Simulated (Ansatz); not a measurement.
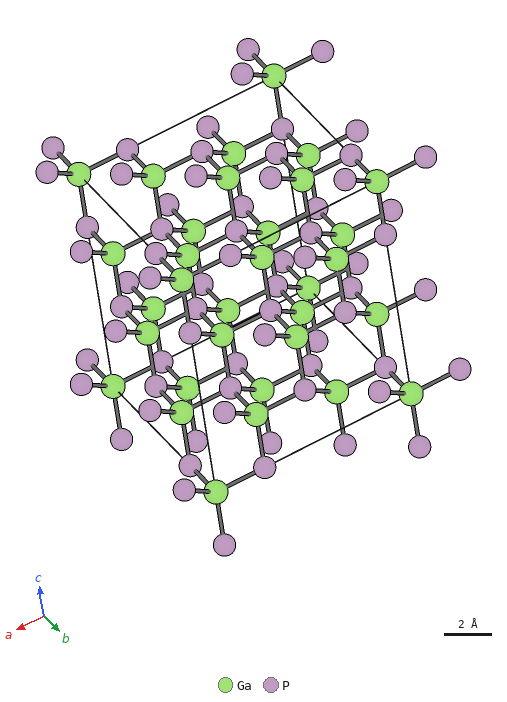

The structure (ball-and-stick view of the cell of the calculation, seen at an oblique angle; bonded neighbours outside the cell are drawn too). An atom can appear more than once, as a periodic image. Near neighbours in the periodic cell (some may lie outside the picture): Ga has 4 P at 2.38 Å; P has 4 Ga at 2.38 Å.

# Run report: GaP, single-point calculation

- system: GaP (F-43m, 32 atoms in the cell)
- method: DFT PBE, scalar-relativistic, plane waves, PAW, no spin polarisation (Ansatz 0.2.0)

The structure derives from a Materials Project entry. It belongs to a series of runs on one base structure; here: the perfect crystal in a cell of 32 atoms.

**Log**
```
Engine: ansatz 0.2.0, aarch64-unknown-linux-gnu
Pseudopotentials: kind: paw
Pseudopotential: Ga, paw, valence charge 13, recommended cutoff 420 eV (normal), Ga.paw.azcp
Pseudopotential: P, paw, valence charge 5, recommended cutoff 420 eV (normal), P.paw.azcp
Functional definition: PBE
  parameter kappa = 0.804
  parameter beta = 0.06672455060314922
  exchange = pbe_x(kappa = kappa, mu = beta*pi^2/3)
  correlation = pbe_c(beta = beta)
Crystal: 32 atoms, lattice volume = 667.359 Å³
Basis set: ecut = 420 eV, 13067 PW (Γ), exchange–correlation on 128×128×128 points (8 copies of the dense FFT grid, shifted against one another)
Bands: 176, of which v1, the nominal top of the filled ones, is band 144 counted from 1 (143 counted from 0)
Symmetry: 384 space group operations
Space group: F-43m (ITA 216), of the structure as read, at distance tolerance 8.7e-5 Å
k-points: 2 of 8 (time reversal used)
Non-local potential: Ga, projectors of the file, l = 0: 2, l = 1: 2, l = 2: 3, l = 3: 1
Non-local potential: P, projectors of the file, l = 0: 2, l = 1: 2, l = 2: 2
PAW form: soft (Blöchl's): semilocal exchange-correlation on the pseudo side does not see the compensation charge
PAW one-centre angular grid: Ga, 590 points (default); XC on 64 Gauss nodes
PAW one-centre angular grid: P, 110 points (default); XC on 64 Gauss nodes
Initial density: superposition of atomic densities (neutral atoms: chi_scale 0, normalization atom), corrected by the library's trained network
Initial wavefunctions: pseudopotential atomic-orbital guess
Functional: x = pbe(κ = 0.804, μ = 0.2195149727645171), c = pbe(β = 0.06672455060314922)
SCF iter   1: F=—  HF=-72632.963522 eV  |F-HF|=—  |Δ(HF+E_count)|=         —  Δρ=1.42e-3  dr2=2.19e-2  ethr=1.77e-3  ⟨swp⟩=7.0  Hψ=1478  notcnv=0
preconditioner: auto → Resta (q_TF=auto, 2.372 Å⁻¹)  ε∞=4.1  [insulator: Δε(μ)=2.295 eV  Ē_g=13.823 eV  σ=0.020 eV  W_gap=1.00  n_scr=140 (ndim 8)  ℏωp=24.4 eV  f_vac=0.015  D(μ)=0.00/eV (n_scr^D=0)  ε∞_Penn≈4.1]
SCF iter   2: F=—  HF=-72632.932154 eV  |F-HF|=—  |Δ(HF+E_count)|=   3.14e-2  Δρ=9.76e-4  dr2=6.57e-3  ethr=7.60e-6  ⟨swp⟩=3.0  Hψ=750  notcnv=0  defer=47
SCF iter   3: F=—  HF=-72632.931894 eV  |F-HF|=—  |Δ(HF+E_count)|=   2.60e-4  Δρ=3.99e-4  dr2=1.83e-3  ethr=2.28e-6  ⟨swp⟩=2.0  Hψ=511  notcnv=0  defer=47
SCF iter   4: F=—  HF=-72632.932610 eV  |F-HF|=—  |Δ(HF+E_count)|=   7.16e-4  Δρ=1.81e-4  dr2=2.14e-4  ethr=6.37e-7  ⟨swp⟩=2.0  Hψ=426  notcnv=0  defer=47
SCF iter   5: F=—  HF=-72632.932725 eV  |F-HF|=—  |Δ(HF+E_count)|=   1.16e-4  Δρ=4.24e-5  dr2=1.68e-5  ethr=7.42e-8  ⟨swp⟩=2.0  Hψ=586  notcnv=0  defer=47
SCF iter   6: F=—  HF=-72632.933008 eV  |F-HF|=—  |Δ(HF+E_count)|=   2.83e-4  Δρ=1.23e-5  dr2=5.80e-7  ethr=5.84e-9  ⟨swp⟩=2.0  Hψ=586  notcnv=0  defer=47
SCF iter   7: F=-72632.933009 eV  HF=-72632.933009 eV  |F-HF|=1.22e-8  |Δ(HF+E_count)|=   1.02e-6  Δρ=1.18e-6  dr2=5.88e-9  ethr=3.47e-11  ⟨swp⟩=17.0  Hψ=2843  notcnv=0
SCF 1 converged in 7 iterations: F = -72632.933009 eV  dr2 = 5.88e-9
  greatest PAW one-centre occupation: 0.994 electrons in one spin orbital (limit 2), on the Ga atom at site 15 (counted from 0), in its partial waves of l = 2
SCF converged after 7 iterations
Free energy (F): -72632.933009 eV
Harris-Foulkes:  -72632.933009 eV  (|F-HF|=1.22e-8)
Internal energy: -72632.933009 eV  (E = F + TS)
E sigma→0 (E₀):  -72632.933009 eV
Fermi energy:    7.249373 eV
--- Per-component energies (eV) ---
  E_band       = -1018.620685
  E_kinetic    = 2966.319175
  E_local      = -35527.484329  (includes V_loc(G=0)·N_el)
  E_nonlocal   = 7341.273938
  E_hartree    = 16402.763231
  E_xc         = -2085.051744
  E_vxc        = -1894.650523  (∫ρ·V_xc dr)
  E_paw        = -40936.799520  (= ΣΔE_a)
  E_vpaw       = -6709.613633  (= ΣTr[D̂ρ^β])
  E_aug_tail   = -0.001381  (compensation charges beyond the density's cutoff)
  E_ewald      = -20793.952380
  E_smearing   = -0.000000  (= −TS)
  E_closure    = 0.000000  (closes the sum)
  Σ components = -72632.933009   (vs F -72632.933009, Δ=0.00e0)
--- Forces (eV/Å), atoms counted from 1 ---
  atom   1  Ga     0.00000000    -0.00000000    -0.00000000
  atom   2  Ga     0.00000000    -0.00000000    -0.00000000
  atom   3  Ga     0.00000000    -0.00000000    -0.00000000
  atom   4  Ga     0.00000000    -0.00000000    -0.00000000
  atom   5  Ga     0.00000000    -0.00000000    -0.00000000
  atom   6  Ga     0.00000000    -0.00000000    -0.00000000
  atom   7  Ga     0.00000000    -0.00000000    -0.00000000
  atom   8  Ga     0.00000000    -0.00000000     0.00000000
  atom   9  Ga     0.00000000    -0.00000000    -0.00000000
  atom  10  Ga     0.00000000    -0.00000000     0.00000000
  atom  11  Ga     0.00000000    -0.00000000     0.00000000
  atom  12  Ga     0.00000000    -0.00000000     0.00000000
  atom  13  Ga     0.00000000    -0.00000000    -0.00000000
  atom  14  Ga     0.00000000    -0.00000000     0.00000000
  atom  15  Ga     0.00000000    -0.00000000    -0.00000000
  atom  16  Ga     0.00000000    -0.00000000    -0.00000000
  atom  17  P      0.00000000    -0.00000000    -0.00000000
  atom  18  P     -0.00000000    -0.00000000    -0.00000000
  atom  19  P     -0.00000000    -0.00000000    -0.00000000
  atom  20  P     -0.00000000    -0.00000000    -0.00000000
  atom  21  P     -0.00000000    -0.00000000    -0.00000000
  atom  22  P     -0.00000000     0.00000000    -0.00000000
  atom  23  P     -0.00000000     0.00000000    -0.00000000
  atom  24  P     -0.00000000     0.00000000    -0.00000000
  atom  25  P     -0.00000000     0.00000000    -0.00000000
  atom  26  P     -0.00000000     0.00000000    -0.00000000
  atom  27  P     -0.00000000    -0.00000000    -0.00000000
  atom  28  P     -0.00000000    -0.00000000    -0.00000000
  atom  29  P     -0.00000000    -0.00000000    -0.00000000
  atom  30  P     -0.00000000    -0.00000000    -0.00000000
  atom  31  P     -0.00000000     0.00000000    -0.00000000
  atom  32  P     -0.00000000    -0.00000000    -0.00000000
  max |Σ_I F_I| component: 3.82e-26 eV/Å
--- Stress (GPa, compression-positive) ---
        0.076893       0.000000      -0.000000
        0.000000       0.076893       0.000000
       -0.000000      -0.000000       0.076893
  P = ⅓ Tr σ = 0.0769 GPa (0.769 kbar)
--- Band table (eV) ---
  k-point 0: bands = ["-7.8539", "-7.8539", "-7.8539", "-7.8539", "-7.8539", "-7.8539", "-7.8539", "-7.8539", "-7.8539", "-7.8539", "-7.8539", "-7.8539", "-7.8085", "-7.8085", "-7.8085", "-7.8085", "-7.7564", "-7.7564", "-7.7564", "-7.7564", "-7.7564", "-7.7564", "-7.7564", "-7.7564", "-7.7343", "-7.7343", "-7.7343", "-7.7343", "-7.7343", "-7.7343", "-7.7343", "-7.7343", "-7.7343", "-7.7343", "-7.7343", "-7.7343", "-7.7273", "-7.7273", "-7.7273", "-7.7273",
      "-7.7273", "-7.7273", "-7.7273", "-7.7273", "-7.7273", "-7.7273", "-7.7273", "-7.7273", "-7.6919", "-7.6919", "-7.6919", "-7.6919", "-7.6919", "-7.6919", "-7.6919", "-7.6919", "-7.6919", "-7.6919", "-7.6919", "-7.6919", "-7.6778", "-7.6778", "-7.6778", "-7.6778", "-7.6778", "-7.6778", "-7.6778", "-7.6778", "-7.6675", "-7.6675", "-7.6675", "-7.6675", "-7.6675", "-7.6675", "-7.6675", "-7.6675", "-7.6675", "-7.6675", "-7.6675", "-7.6675",
      "-4.8119", "-4.8119", "-4.8119", "-4.8119", "-3.2738", "-3.2738", "-3.2738", "-3.2738", "-3.2738", "-3.2738", "-3.2738", "-3.2738", "-3.2738", "-3.2738", "-3.2738", "-3.2738", "0.7034", "0.7034", "0.7034", "0.7034", "0.7034", "0.7034", "0.7034", "0.7034", "0.7034", "0.7034", "0.7034", "0.7034", "2.9034", "2.9034", "2.9034", "2.9034", "3.5981", "3.5981", "3.5981", "3.5981", "3.5981", "3.5981", "3.5981", "3.5981",
      "3.5981", "3.5981", "3.5981", "3.5981", "4.7623", "4.7623", "4.7623", "4.7623", "4.7623", "4.7623", "4.7623", "4.7623", "4.7623", "4.7623", "4.7623", "4.7623", "6.0795", "6.0795", "6.0795", "6.0795", "6.0795", "6.0795", "6.0795", "6.0795", "8.7669", "8.7669", "8.7669", "8.7669", "9.1834", "9.1834", "9.1834", "9.1834", "9.1834", "9.1834", "9.1834", "9.1834", "9.1834", "9.1834", "9.1834", "9.1834",
      "11.4377", "11.4377", "11.4377", "11.4377", "11.4377", "11.4377", "11.4377", "11.4377", "11.5632", "11.5632", "11.5632", "11.5632", "11.5632", "11.5632", "11.5632", "11.5632"]
  k-point 1: bands = ["-7.8687", "-7.8687", "-7.8642", "-7.8527", "-7.8527", "-7.8527", "-7.8527", "-7.8404", "-7.8404", "-7.8404", "-7.8404", "-7.8299", "-7.8299", "-7.8299", "-7.8299", "-7.7897", "-7.7614", "-7.7614", "-7.7454", "-7.7454", "-7.7454", "-7.7454", "-7.7453", "-7.7453", "-7.7453", "-7.7453", "-7.7434", "-7.7434", "-7.7434", "-7.7434", "-7.7419", "-7.7419", "-7.7419", "-7.7419", "-7.7384", "-7.7384", "-7.7384", "-7.7384", "-7.7228", "-7.7228",
      "-7.7228", "-7.7228", "-7.7219", "-7.7219", "-7.7195", "-7.7195", "-7.7144", "-7.7144", "-7.7054", "-7.7012", "-7.7012", "-7.6885", "-7.6885", "-7.6885", "-7.6885", "-7.6881", "-7.6881", "-7.6881", "-7.6881", "-7.6827", "-7.6761", "-7.6760", "-7.6760", "-7.6760", "-7.6760", "-7.6746", "-7.6746", "-7.6746", "-7.6746", "-7.6729", "-7.6729", "-7.6729", "-7.6729", "-7.6708", "-7.6708", "-7.6708", "-7.6708", "-7.6640", "-7.6640", "-7.6622",
      "-5.2979", "-4.3430", "-4.3430", "-4.3430", "-4.3430", "-3.6758", "-3.6758", "-3.6758", "-3.6758", "-3.4827", "-3.0251", "-3.0251", "-3.0251", "-3.0251", "-2.6879", "-2.6879", "0.1894", "0.1894", "0.6069", "0.6069", "0.6069", "0.6069", "0.7132", "0.7132", "0.7132", "0.7132", "1.1417", "2.4157", "2.4157", "2.4157", "2.4157", "2.9969", "2.9969", "2.9969", "2.9969", "3.6729", "3.6729", "3.7491", "3.7491", "4.3860",
      "4.3860", "4.4146", "4.4146", "4.4146", "4.4146", "4.4911", "4.4911", "4.4911", "4.4911", "4.5253", "4.5253", "4.5253", "4.5253", "5.1396", "5.4948", "5.4948", "5.4948", "5.4948", "5.5987", "5.5987", "5.5987", "5.5987", "6.0975", "6.0975", "8.4011", "9.2564", "9.2742", "9.2742", "9.2742", "9.2742", "9.5100", "9.5100", "9.5653", "9.6412", "9.6412", "9.9606", "9.9606", "9.9606", "9.9606", "10.1507",
      "10.2936", "10.2936", "10.2936", "10.2936", "10.7108", "10.7108", "10.7108", "10.7108", "11.3842", "11.3842", "11.3842", "11.3842", "11.5117", "11.5117", "11.8644", "11.8644"]
```

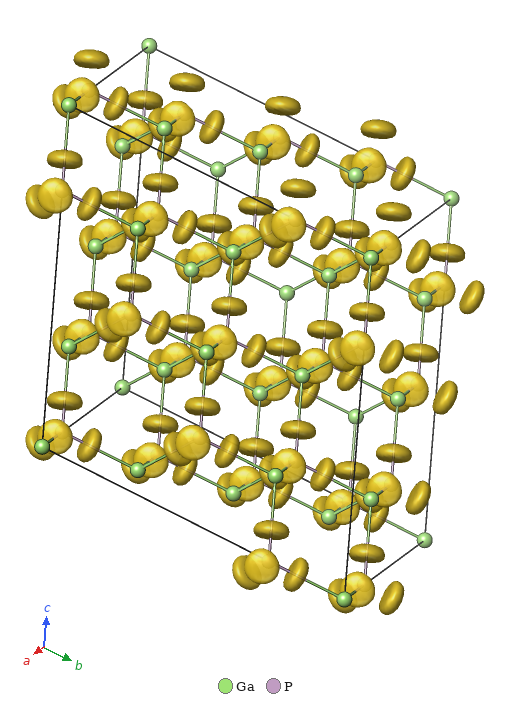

Isosurface of the electron localisation function at 0.85 (yellow), seen slightly off an axis. Only the valence region is drawn (cores and ρ < 0.01 e/Å³ removed). Sticks mark near contacts. The outline is the calculation cell. The ELF exceeds this value in 64 lobes of the valence shell of P pointing towards Ga, counted in one cell of 32 atoms. Along the contacts the grid gives the following. Ga–P (2.38 Å): the ELF is about 0.75 at the midpoint. In a PAW calculation such maps are meaningful between the atoms, not at the nuclei.

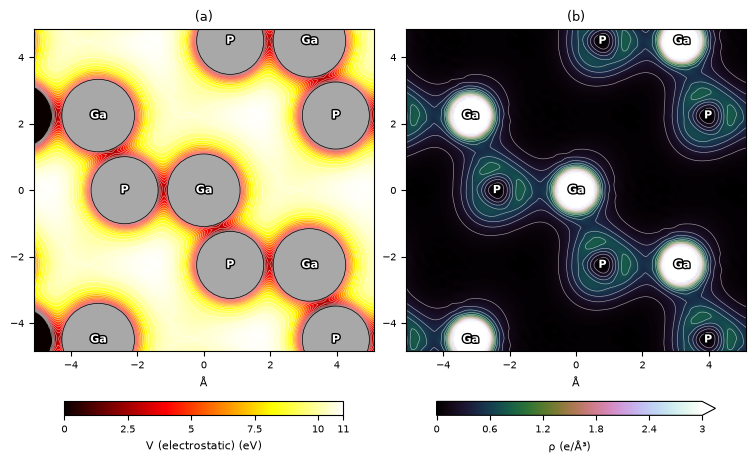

(a) electrostatic potential (local pseudopotential plus Hartree) felt by an electron; (b) valence electron density on the (010) plane of the calculation cell. Grey discs, where drawn, cover atomic cores. Ga–P (2.38 Å): ρ is about 0.51 e/Å³ halfway. The density dies away to nearly zero in the voids. Outside the cores the potential energy rises away from the atoms and is highest about 2.3 Å from the nearest atoms; outside the discs it spans about 10 eV, and its zero is arbitrary.

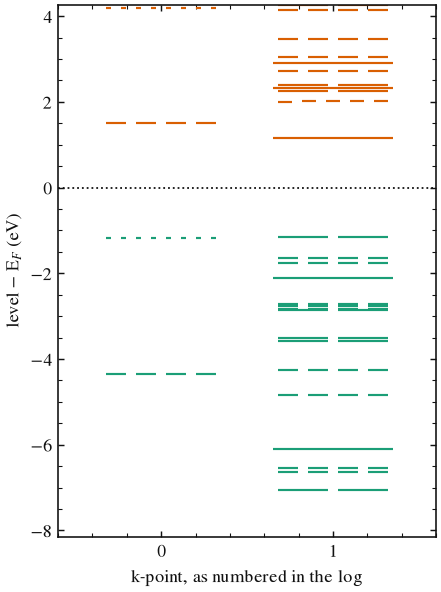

Kohn–Sham levels near the Fermi level (dotted) at the few k-points that the log prints; levels within 0.02 eV of each other stand side by side. Among these points the highest filled and lowest empty levels are 2.30 eV apart, which is the gap on the mesh.

This output came from the following input.

**The input**
```yaml
crystal:
  lattice:
    - [-5.5051169769, 5.5051169769, 5.5051169769]
    - [5.5051169769, -5.5051169769, 5.5051169769]
    - [5.5051169769, 5.5051169769, -5.5051169769]
  atoms:
    - { symbol: Ga, position: [0.5, 0.5, 0.0] }
    - { symbol: Ga, position: [0.5, 0.75, 0.75] }
    - { symbol: Ga, position: [0.5, 0.0, 0.5] }
    - { symbol: Ga, position: [0.75, 0.25, 0.0] }
    - { symbol: Ga, position: [0.5, 0.25, 0.25] }
    - { symbol: Ga, position: [0.75, 0.5, 0.75] }
    - { symbol: Ga, position: [0.75, 0.75, 0.5] }
    - { symbol: Ga, position: [0.0, 0.0, 0.0] }
    - { symbol: Ga, position: [0.75, 0.0, 0.25] }
    - { symbol: Ga, position: [0.0, 0.25, 0.75] }
    - { symbol: Ga, position: [0.0, 0.5, 0.5] }
    - { symbol: Ga, position: [0.25, 0.75, 0.0] }
    - { symbol: Ga, position: [0.0, 0.75, 0.25] }
    - { symbol: Ga, position: [0.25, 0.0, 0.75] }
    - { symbol: Ga, position: [0.25, 0.25, 0.5] }
    - { symbol: Ga, position: [0.25, 0.5, 0.25] }
    - { symbol: P, position: [0.25, 0.5, 0.0] }
    - { symbol: P, position: [0.25, 0.75, 0.75] }
    - { symbol: P, position: [0.25, 0.0, 0.5] }
    - { symbol: P, position: [0.5, 0.25, 0.0] }
    - { symbol: P, position: [0.25, 0.25, 0.25] }
    - { symbol: P, position: [0.5, 0.5, 0.75] }
    - { symbol: P, position: [0.5, 0.75, 0.5] }
    - { symbol: P, position: [0.75, 0.0, 0.0] }
    - { symbol: P, position: [0.5, 0.0, 0.25] }
    - { symbol: P, position: [0.75, 0.25, 0.75] }
    - { symbol: P, position: [0.75, 0.5, 0.5] }
    - { symbol: P, position: [0.0, 0.75, 0.0] }
    - { symbol: P, position: [0.75, 0.75, 0.25] }
    - { symbol: P, position: [0.0, 0.0, 0.75] }
    - { symbol: P, position: [0.0, 0.25, 0.5] }
    - { symbol: P, position: [0.0, 0.5, 0.25] }
basis:
  ecutwfc: 420
  xc_grid: 2
kpoints:
  mp_grid: { grid: [2, 2, 2], shift: [0.5, 0.5, 0.5] }
hamiltonian:
  xc: pbe
scf:
  occupations: { method: gaussian, width: 0.02 }
output:
  forces: true
  stress: true
  eigenvalues: true
  write_density: true
  write_potential: true
  elf: true
  volumetric_format: npy
```

Launch command:
```bash
ansatz run input.yaml --threads 8 --pin off --max-ram 16384MiB --backend cpu --events-out ev --progress --plain --runs-dir out
```

**Results in brief**

- outcome: converged
- space group (tolerance 0.01 Å): F-43m (216)
- electrons treated: 288
- free energy: −72632.9330 eV
- Fermi energy: 7.249 eV
- gap on the k-point mesh: 2.30 eV
- pressure: 0.08 GPa
- largest force (length of the vector): under 0.001 eV/Å
- hardware: 8 threads of Arm Neoverse V2, 24 GiB of memory available, shared host
- wall time: 6.1 s (CPU time 45 s)
- peak memory: 1.4 GiB
